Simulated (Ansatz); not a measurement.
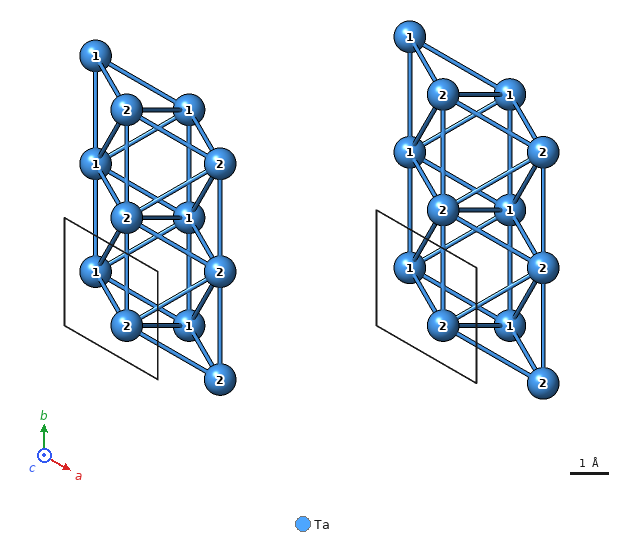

Two geometries of crystalline Ta (built on the hcp_194 type) (coarse preliminary run), drawn at one scale. One is the start of a relaxation, the other its converged end. A ball-and-stick model of the cell of the calculation, repeated 2 × 3 × 1 with one cell outlined, seen along the c axis.

Method: Ansatz 0.2.0, DFT PBEsol, scalar-relativistic, plane waves, PAW. Set-up: plane-wave cutoff 420 eV; k-point mesh 6 × 6 × 4; occupations gaussian; smearing width 0.1 eV; no spin polarisation; cell and atoms relaxed; force threshold 0.04 eV/Å; at most 70 steps.

Question: Which one is relaxed?

Answer: The left one is the relaxed one. Case: hcp type (P6_3/mmc, No. 194). No atom moves by more than 0.005 Å relative to the cell. The drawn cell changes as follows: a = b 3.062 → 2.859 Å (−6.6 %), c 4.969 → 5.098 Å (+2.6 %); the volume changes by −10.5 %. Among the contacts that change: Ta1–Ta1 3.062 → 2.859 Å, Ta1–Ta2 3.049 → 3.037 Å. The space group stays P6_3/mmc (No. 194). Over 4 accepted moves (5 points after the start) the energy falls by 171 meV per atom. All forces vanish by symmetry, so only the cell relaxes. Pressure: −17.38 GPa at the start and −0.14 GPa at the end. At 1 point the geometry stayed and the basis and grid were re-selected for the new cell (energy shift of 0.3 meV per atom at most each time). The run took roughly 4 core-seconds on a shared host.
